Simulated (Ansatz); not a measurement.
# Si$_{4}$C$_{3}$: what the fields show

Input

```
crystal:
  lattice:
    - [3.1376460479, 0.0, 0.0]
    - [-1.568823024, 2.7172811856, 0.0]
    - [0.0, 0.0, 18.8078449859]
  atoms:
    - { symbol: Si, position: [0.6666666667, 0.3333333333, 0.2644709854] }
    - { symbol: Si, position: [0.3333333333, 0.6666666667, 0.1306829532] }
    - { symbol: Si, position: [0.0, 0.0, 0.9972764707] }
    - { symbol: Si, position: [0.3333333333, 0.6666666667, 0.8005561923] }
    - { symbol: Si, position: [0.6666666667, 0.3333333333, 0.6659609753] }
    - { symbol: Si, position: [0.0, 0.0, 0.3981216404] }
    - { symbol: Si, position: [0.3333333333, 0.6666666667, 0.5317409026] }
    - { symbol: Si, position: [0.3333333333, 0.6666666667, 0.9265166804] }
    - { symbol: C, position: [0.3333333333, 0.6666666667, 0.2311501129] }
    - { symbol: C, position: [0.0, 0.0, 0.0979235019] }
    - { symbol: C, position: [0.6666666667, 0.3333333333, 0.7682135796] }
    - { symbol: C, position: [0.3333333333, 0.6666666667, 0.6332840853] }
    - { symbol: C, position: [0.6666666667, 0.3333333333, 0.3651800736] }
    - { symbol: C, position: [0.0, 0.0, 0.4992218464] }
basis:
  ecutwfc: 500
kpoints:
  mp_grid: { grid: [12, 12, 2] }
  band_path:
    path:
      - [[0.0, 0.0, 0.0], [0.5, 0.0, 0.0], [0.33333333, 0.33333333, 0.0], [0.0, 0.0, 0.0], [0.0, 0.0, 0.5], [0.5, 0.0, 0.5], [0.33333333, 0.33333333, 0.5], [0.0, 0.0, 0.5]]
      - [[0.5, 0.0, 0.5], [0.5, 0.0, 0.0]]
      - [[0.33333333, 0.33333333, 0.5], [0.33333333, 0.33333333, 0.0]]
    npoints: 10
hamiltonian:
  xc: r2scan
scf:
  occupations: { method: gaussian, width: 0.1 }
  n_extra_bands: 35
output:
  forces: true
  stress: true
  eigenvalues: true
  populations: true
  dos: { projected: true, de: 0.02, nscf_kmesh: { grid: [15, 15, 3] } }
  bader: false
  write_density: true
  write_potential: true
  elf: true
  volumetric_format: npy
```

Command:

```sh
ansatz run input.yaml --threads 1 --pin off --max-ram 2560MiB --backend cpu --events-out ev --progress --plain --runs-dir out
```

Below, planes, directions and counts refer to the conventional cell (a = 3.14 Å, b = 3.14 Å, c = 18.81 Å, α = 90.00°, β = 90.00°, γ = 120.00°).

Space group P3m1; a generated structure, not necessarily the stable one; computed pressure about −3 GPa in this cell.

These are results of DFT r2SCAN, scalar-relativistic, plane waves, PAW in Ansatz, not measurements.

The density is the valence pseudo-density of a PAW calculation; it isn't the true density close to the nuclei.

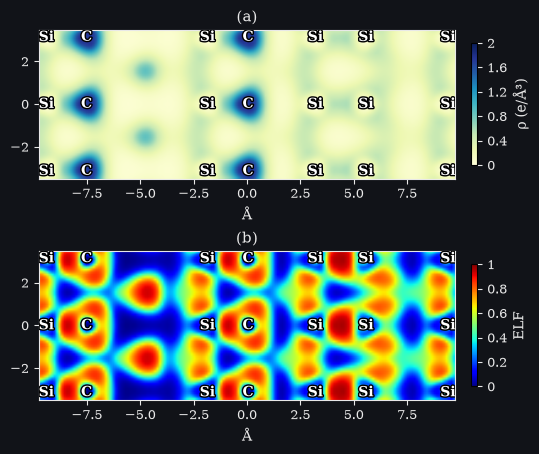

Figure 1. (a) valence charge density (pseudo); (b) electron localisation function on the (11̄0) plane of the conventional cell.

Read the bonding off the picture.

Atoms in the plane: Si and C. Atoms just off the plane (Si, 0.9 Å away and C, 0.9 Å away) can leave unmarked features too. Si–C (1.89 Å): the density is about 0.9 e/Å³ at the midpoint; the ELF peaks at about 0.95 between the atoms. Si–Si (2.37 Å): the density is about 0.57 e/Å³ at the midpoint; the ELF peaks at about 0.95 between the atoms. Between the atoms the lowest density in this plane is 0.05 e/Å³.

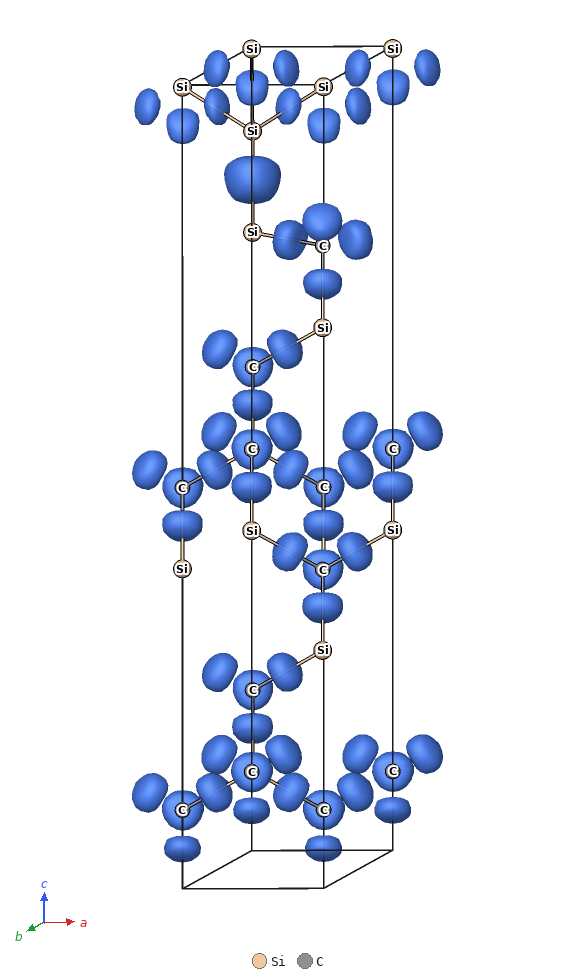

Figure 2. Isosurface of the electron localisation function at 0.85 (blue), seen at an oblique angle. Only the valence region is drawn (cores and ρ < 0.01 e/Å³ removed). Sticks mark near contacts.

Identify the bonds, lone pairs and shells in this picture.

The ELF exceeds this value in 24 regions between bonded C–Si atoms and four regions between bonded Si–Si atoms, counted in one cell of 14 atoms. Any copies at cell faces, edges or corners count once.


 Si–Si (2.25 Å): the ELF peaks at about 0.90 between the atoms.

Metal or insulator at this level of theory?

It is metallic or semimetallic at this level of theory: no gap opens.
